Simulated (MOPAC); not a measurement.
**Energy and gradient calculation, with input and output: C$_{4}$H$_{6}$O$_{2}$**

The run: energy and gradient calculation of C$_{4}$H$_{6}$O$_{2}$, SMILES O=C1CCCO1. Method and program: PM6-DH2, closed shell, dispersion DH2, COSMO solvent water (MOPAC 23.2.5).

The geometry comes from this level: PBE0-D4/def2-TZVP.

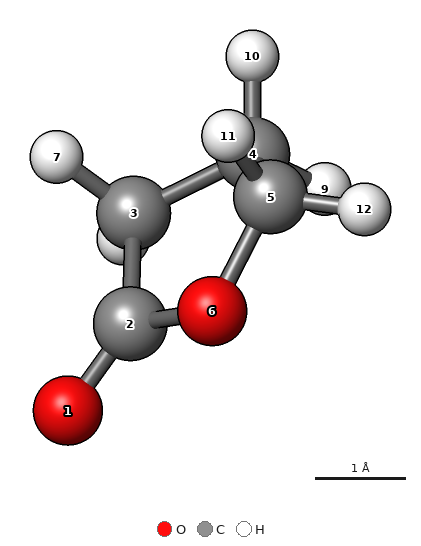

**Figure 1.** The structure as given in the input (ball-and-stick view, seen at a tilt; atoms are numbered from 1 in the order of the input). Bond lengths as drawn: C–C 1.51 to 1.52 Å, C–H 1.09 Å and C–O 1.19 to 1.43 Å.

Results in brief:

| quantity | value |
| --- | --- |
| outcome | converged |
| total energy | −42.448814 hartree |
| dispersion energy | −0.000823 hartree |
| heat of formation | −97.03 kcal/mol |
| basis functions | 30 |
| HOMO | −11.46 eV |
| LUMO | 0.39 eV |
| dipole moment | 6.28 D |
| hardware | 1 thread of Arm Neoverse N1, 16 GiB of memory available, shared host |
| peak memory | 0.12 GiB |

Notes:

MOPAC's energies along a path are heats of formation.

Input file (input.mop):
```
PM6-DH2 EPS=78.4 RSOLV=1.3 DISP GRADIENTS 1SCF AUX(PRECISION=9) THREADS=1
C4H6O2, PM6-DH2
O=C1CCCO1
O     0.000000  0    0.000000  0    0.000000  0   0   0   0
C     1.192092  1    0.000000  0    0.000000  0   1   0   0
C     1.513912  1  128.527190  1    0.000000  0   2   1   0
C     1.518773  1  103.484530  1 -163.574430  1   3   2   1
C     1.524214  1  101.657000  1  -27.473130  1   4   3   2
O     1.352831  1  122.399380  1  179.551820  1   2   1   3
H     1.094735  1  107.429200  1   77.558790  1   3   2   1
H     1.088420  1  107.654090  1  118.708570  1   3   7   2
H     1.092355  1  110.374900  1  -31.226130  1   4   3   8
H     1.089829  1  108.127920  1 -125.497200  1   4   9   3
H     1.094837  1  108.467920  1   99.417830  1   5   6   2
H     1.089631  1  108.787670  1 -117.031190  1   5  11   6
```

Command:
```bash
mopac input.mop
```

The program's output:
```
MOPAC v23.2.5
PM6-DH2 CALCULATION RESULTS

 *  PM6-DH2    - CORRECT DISPERSION AND HYDROGEN BOND TERMS USING PM6-DH2
 *  EPS=78.4   - USE COSMO IMPLICIT SOLVATION MODEL
 *  RSOLV=  1.300
 *  1SCF       - DO 1 SCF AND THEN STOP
 *  THREADS=1  - MULTI-THREADING NOT USED
 *  AUX        - OUTPUT AUXILIARY INFORMATION
 *  GRADIENTS  - ALL GRADIENTS TO BE PRINTED
 *  DISP       - PRINT DISPERSION AND HYDROGEN BOND ENERGIES
PM6-DH2 EPS=78.4 RSOLV=1.3 DISP GRADIENTS 1SCF AUX(PRECISION=9) THREADS=1
 C4H6O2, PM6-DH2
 O=C1CCCO1
  ATOM    CHEMICAL      BOND LENGTH      BOND ANGLE     TWIST ANGLE
 NUMBER    SYMBOL       (ANGSTROMS)      (DEGREES)       (DEGREES)
   (I)                     NA:I           NB:NA:I       NC:NB:NA:I       NA    NB    NC
     1       O          0.00000000       0.0000000       0.0000000        0     0     0
     2       C          1.19209200  *    0.0000000       0.0000000        1     0     0
     3       C          1.51391200  *  128.5271900  *    0.0000000        2     1     0
     4       C          1.51877300  *  103.4845300  * -163.5744300  *     3     2     1
     5       C          1.52421400  *  101.6570000  *  -27.4731300  *     4     3     2
     6       O          1.35283100  *  122.3993800  *  179.5518200  *     2     1     3
     7       H          1.09473500  *  107.4292000  *   77.5587900  *     3     2     1
     8       H          1.08842000  *  107.6540900  *  118.7085700  *     3     7     2
     9       H          1.09235500  *  110.3749000  *  -31.2261300  *     4     3     8
    10       H          1.08982900  *  108.1279200  * -125.4972000  *     4     9     3
    11       H          1.09483700  *  108.4679200  *   99.4178300  *     5     6     2
    12       H          1.08963100  *  108.7876700  * -117.0311900  *     5    11     6

          CARTESIAN COORDINATES

    NO.       ATOM           X           Y           Z

     1         O          0.0000      0.0000      0.0000
     2         C          1.1921      0.0000      0.0000
     3         C          2.1351      1.1844      0.0000
     4         C          3.4639      0.5790     -0.4176
     5         C          3.3152     -0.8571      0.0709
     6         O          1.9170     -1.1422      0.0089
     7         H          2.1633      1.5810      1.0199
     8         H          1.7529      1.9699     -0.6492
     9         H          3.5652      0.5973     -1.5051
    10         H          4.3342      1.0745      0.0123
    11         H          3.6471     -0.9728      1.1078
    12         H          3.8328     -1.5902     -0.5471

           Empirical Formula: C4 H6 O2  =    12 atoms

      MOLECULAR POINT GROUP   :   C1

      RHF CALCULATION, NO. OF DOUBLY OCCUPIED LEVELS = 17

 -------------------------------------------------------------------------------
 PM6-DH2 EPS=78.4 RSOLV=1.3 DISP GRADIENTS 1SCF AUX(PRECISION=9) THREADS=1
 C4H6O2, PM6-DH2
 O=C1CCCO1

     1SCF WAS SPECIFIED, SO BFGS WAS NOT USED
     SCF FIELD WAS ACHIEVED

                              PM6-DH2 CALCULATION

          FINAL HEAT OF FORMATION =        -97.02504 KCAL/MOL =    -405.95275 KJ/MOL

          TOTAL ENERGY            =     -26637.03298 KCAL/MOL = ELECTRONIC ENERGY + CORE-CORE REPULSION + SOLVATION ENERGY
          ENERGY OF ATOMS         =      26540.52415 KCAL/MOL
                              SUM =        -96.50883 KCAL/MOL
          DISPERSION ENERGY       =         -0.51620 KCAL/MOL
                              SUM =        -97.02504 KCAL/MOL = FINAL HEAT OF FORMATION

          VAN DER WAALS AREA      =        115.77 SQUARE ANGSTROMS

          TOTAL ENERGY            =      -1155.09107 EV
          ELECTRONIC ENERGY       =      -1361.38558 EV
          CORE-CORE REPULSION     =        206.29450 EV

          DIELECTRIC ENERGY       =         -0.51061 EV
          COSMO AREA              =        115.77 SQUARE ANGSTROMS
          COSMO VOLUME            =        101.78 CUBIC ANGSTROMS

          GRADIENT NORM           =        151.36725          =       43.69596 PER ATOM
          IONIZATION POTENTIAL    =         11.459744 EV
          HOMO LUMO ENERGIES (EV) =        -11.460  0.389
          NO. OF FILLED LEVELS    =         17
          MOLECULAR WEIGHT        =         86.0902         POINT GROUP:  C1

          MOLECULAR DIMENSIONS (Angstroms)

            Atom       Atom       Distance
            H    10    O     1     4.46542
            H    12    H     8     3.95727
            H    11    H     9     2.57433

          SCF CALCULATIONS        =          2

          WALL-CLOCK TIME         =      0.020 SECONDS
          COMPUTATION TIME        =      0.019 SECONDS

          LARGEST ATOMIC GRADIENTS

          Atom     Label                     Cartesian Gradients           Cartesian Coordinates       |Gradient|
                                           X          Y          Z        X          Y          Z

             4       C                 -46.041    -84.220     -0.581    3.46393    0.57901   -0.41762     95.985
             6       O                 -21.600     58.785     -1.884    1.91696   -1.14221    0.00893     62.656
             5       C                 -12.699    -55.285     23.726    3.31525   -0.85711    0.07092     61.487
             3       C                 -38.651     45.588      0.000    2.13509    1.18435    0.00000     59.768
             2       C                 -40.188      0.000      0.000    1.19209    0.00000    0.00000     40.188
             8       H                 -11.426      4.262     -7.119    1.75288    1.96989   -0.64923     14.121
             7       H                 -12.710     -1.871      2.043    2.16330    1.58104    1.01995     13.008
             9       H                 -11.533     -2.424     -3.341    3.56515    0.59729   -1.50513     12.249
            12       H                  -9.276     -2.918     -4.844    3.83282   -1.59025   -0.54707     10.864
            10       H                  -8.991      1.008     -1.664    4.33420    1.07451    0.01231      9.199

       FINAL  POINT  AND  DERIVATIVES

   PARAMETER     ATOM    TYPE            VALUE        GRADIENT
      1          2  C    BOND            1.192092    -40.187836  KCAL/ANGSTROM
      2          3  C    BOND            1.513912    -38.650556  KCAL/ANGSTROM
      3          3  C    ANGLE         128.527190     45.588350  KCAL/RADIAN
      4          4  C    BOND            1.518773    -46.040658  KCAL/ANGSTROM
      5          4  C    ANGLE         103.484530    -84.219923  KCAL/RADIAN
      6          4  C    DIHEDRAL     -163.574430     -0.581211  KCAL/RADIAN
      7          5  C    BOND            1.524214    -12.699414  KCAL/ANGSTROM
      8          5  C    ANGLE         101.657000    -55.285267  KCAL/RADIAN
      9          5  C    DIHEDRAL      -27.473130     23.726219  KCAL/RADIAN
     10          6  O    BOND            1.352831    -21.599718  KCAL/ANGSTROM
     11          6  O    ANGLE         122.399380     58.784523  KCAL/RADIAN
     12          6  O    DIHEDRAL      179.551820     -1.883587  KCAL/RADIAN
     13          7  H    BOND            1.094735    -12.710011  KCAL/ANGSTROM
     14          7  H    ANGLE         107.429200     -1.870668  KCAL/RADIAN
     15          7  H    DIHEDRAL       77.558790      2.042993  KCAL/RADIAN
     16          8  H    BOND            1.088420    -11.426182  KCAL/ANGSTROM
     17          8  H    ANGLE         107.654090      4.262498  KCAL/RADIAN
     18          8  H    DIHEDRAL      118.708570     -7.118550  KCAL/RADIAN
     19          9  H    BOND            1.092355    -11.532740  KCAL/ANGSTROM
     20          9  H    ANGLE         110.374900     -2.423707  KCAL/RADIAN
     21          9  H    DIHEDRAL      -31.226130     -3.340822  KCAL/RADIAN
     22         10  H    BOND            1.089829     -8.991133  KCAL/ANGSTROM
     23         10  H    ANGLE         108.127920      1.007586  KCAL/RADIAN
     24         10  H    DIHEDRAL     -125.497200     -1.663996  KCAL/RADIAN
     25         11  H    BOND            1.094837     -8.785015  KCAL/ANGSTROM
     26         11  H    ANGLE         108.467920      1.425476  KCAL/RADIAN
     27         11  H    DIHEDRAL       99.417830     -2.199013  KCAL/RADIAN
     28         12  H    BOND            1.089631     -9.276330  KCAL/ANGSTROM
     29         12  H    ANGLE         108.787670     -2.918362  KCAL/RADIAN
     30         12  H    DIHEDRAL     -117.031190     -4.843985  KCAL/RADIAN

  ATOM    CHEMICAL      BOND LENGTH      BOND ANGLE     TWIST ANGLE
 NUMBER    SYMBOL       (ANGSTROMS)      (DEGREES)       (DEGREES)
   (I)                     NA:I           NB:NA:I       NC:NB:NA:I       NA    NB    NC
     1       O          0.00000000       0.0000000       0.0000000        0     0     0
     2       C          1.19209200  *    0.0000000       0.0000000        1     0     0
     3       C          1.51391200  *  128.5271900  *    0.0000000        2     1     0
     4       C          1.51877300  *  103.4845300  * -163.5744300  *     3     2     1
     5       C          1.52421400  *  101.6570000  *  -27.4731300  *     4     3     2
     6       O          1.35283100  *  122.3993800  *  179.5518200  *     2     1     3
     7       H          1.09473500  *  107.4292000  *   77.5587900  *     3     2     1
     8       H          1.08842000  *  107.6540900  *  118.7085700  *     3     7     2
     9       H          1.09235500  *  110.3749000  *  -31.2261300  *     4     3     8
    10       H          1.08982900  *  108.1279200  * -125.4972000  *     4     9     3
    11       H          1.09483700  *  108.4679200  *   99.4178300  *     5     6     2
    12       H          1.08963100  *  108.7876700  * -117.0311900  *     5    11     6

                             CARTESIAN COORDINATES

   1    O        0.000000000     0.000000000     0.000000000
   2    C        1.192092000     0.000000000     0.000000000
   3    C        2.135086525     1.184352511     0.000000000
   4    C        3.463929654     0.579011458    -0.417623725
   5    C        3.315246987    -0.857109457     0.070923612
   6    O        1.916962739    -1.142205891     0.008934764
   7    H        2.163297364     1.581036151     1.019946547
   8    H        1.752875205     1.969890168    -0.649232772
   9    H        3.565152955     0.597286803    -1.505125128
  10    H        4.334199738     1.074506246     0.012308998
  11    H        3.647146907    -0.972772632     1.107809589
  12    H        3.832822760    -1.590248776    -0.547071351

           Empirical Formula: C4 H6 O2  =    12 atoms

      MOLECULAR POINT GROUP   :   C1

                  EIGENVALUES
 -32.95099 -32.59782 -28.41984 -25.84695 -22.23804 -21.09654 -18.31221 -17.41446
 -16.66675 -15.37231 -14.94667 -14.62921 -13.63442 -13.09652 -12.68422 -11.52057
 -11.45974   0.38872   1.14056   2.24786   2.88565   3.62705   3.77519   4.26054
   4.92672   5.20074   5.50940   5.65219   5.91517   6.08665

              NET ATOMIC CHARGES AND DIPOLE CONTRIBUTIONS

  ATOM NO.   TYPE          CHARGE      No. of ELECS.   s-Pop       p-Pop
    1          O          -0.575293        6.5753     1.83671     4.73858
    2          C           0.689148        3.3109     1.08962     2.22123
    3          C          -0.424865        4.4249     1.10663     3.31824
    4          C          -0.288858        4.2889     1.08971     3.19914
    5          C          -0.015095        4.0151     1.10451     2.91059
    6          O          -0.451697        6.4517     1.83134     4.62036
    7          H           0.205449        0.7946     0.79455
    8          H           0.201192        0.7988     0.79881
    9          H           0.167425        0.8326     0.83258
   10          H           0.175011        0.8250     0.82499
   11          H           0.154064        0.8459     0.84594
   12          H           0.163519        0.8365     0.83648
 DIPOLE           X         Y         Z       TOTAL
 POINT-CHG.     6.432     2.199     0.124     6.798
 HYBRID        -0.477    -0.215     0.025     0.524
 SUM            5.955     1.983     0.150     6.278

          ATOMIC ORBITAL ELECTRON POPULATIONS

     Atom    s        px        py        pz
    1  O   1.83671   1.31627   1.84518   1.57713
    2  C   1.08962   0.79720   0.79814   0.62589
    3  C   1.10663   1.02889   1.08564   1.20370
    4  C   1.08971   1.04205   0.99833   1.15876
    5  C   1.10451   0.74122   1.02234   1.14703
    6  O   1.83134   1.31492   1.48324   1.82219
    7  H   0.79455
    8  H   0.79881
    9  H   0.83258
   10  H   0.82499
   11  H   0.84594
   12  H   0.83648

 *                    *
 * JOB ENDED NORMALLY *
 *                    *

 TOTAL JOB TIME:             0.03 SECONDS

 == MOPAC DONE ==
```

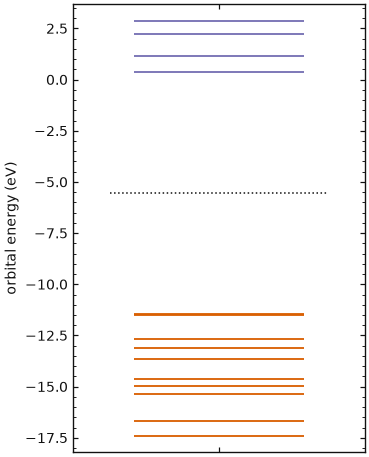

**Figure 2.** Orbital energies near the frontier; the dotted line parts filled from empty levels, and levels within 0.02 eV of each other stand side by side. Highest filled −11.46 eV, lowest empty 0.39 eV, 11.85 eV apart.
